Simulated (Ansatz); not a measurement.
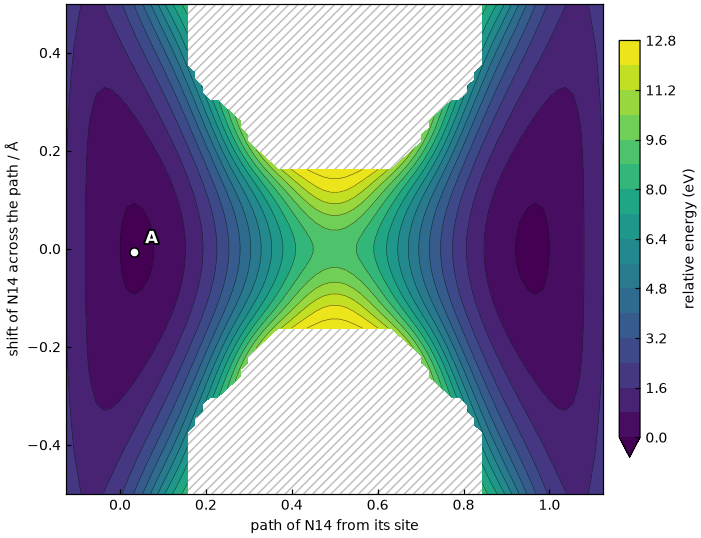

BN (P4_2/mnm phase) with one N vacancy (15 atoms in the cell, cell charge +3). An atom moved over a plane that holds its own site and a neighbouring vacancy (x along [0 −1 1], y along [0 1 1], z along [−1 0 0] of the conventional cell). First axis: path of N14 from its site (0) to the vacancy (1), 2.344 Å. Second axis: shift of N14 across the path, along the Cartesian direction [−1 1 0]. Nothing is relaxed (all other atoms held at the sites of the perfect crystal). Grid: 11 × 9 points; 22 points were computed and 51 follow by symmetry. At 26 points there is no value (left out of the scan, as a rule where atoms come close). Points are written as (first, second). Energies: eV per cell, counted from the lowest grid point. The cell is charged on a uniform background, without a charge correction. Level of theory: DFT PBE, scalar-relativistic, plane waves, PAW (Ansatz 0.2.0). Settings: cutoff 420 eV, k-mesh 6×6×6, gaussian smearing 0.05 eV, no spin polarisation.

The picture shows filled contours, hatched blanks where no value was computed, the point A. Between grid points the surface is interpolated.

### What is the easiest way out of the well at A, and how high is the barrier?

The easiest path leads from the well at about (0.03, −0.01 Å) to a well of about the same depth at about (0.97, −0.01 Å). Its highest point lies about 9.3 eV above the bottom of the first well on the interpolated surface, at (0.500, 0.000 Å) [nearest 2 B at 1.09 Å]. This is the barrier on the constrained surface; relaxing the other coordinates would change it.

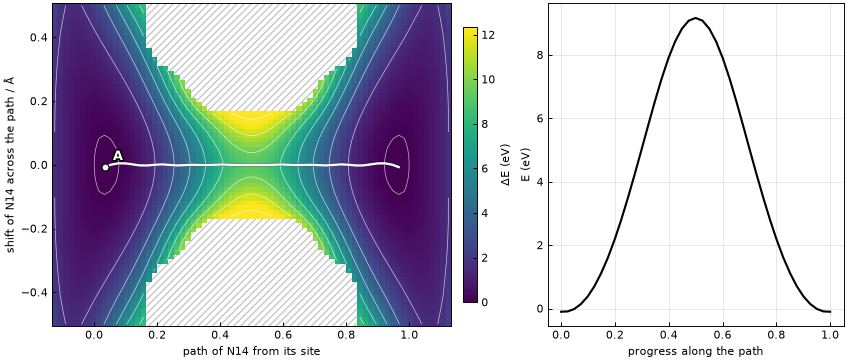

In the figure: a smooth colour map with a few white contour lines, a line along the lowest path, hatched blanks where no value was computed, the energy along the path at the right. Between grid points the surface is interpolated.

PAW datasets: the set soft_1.
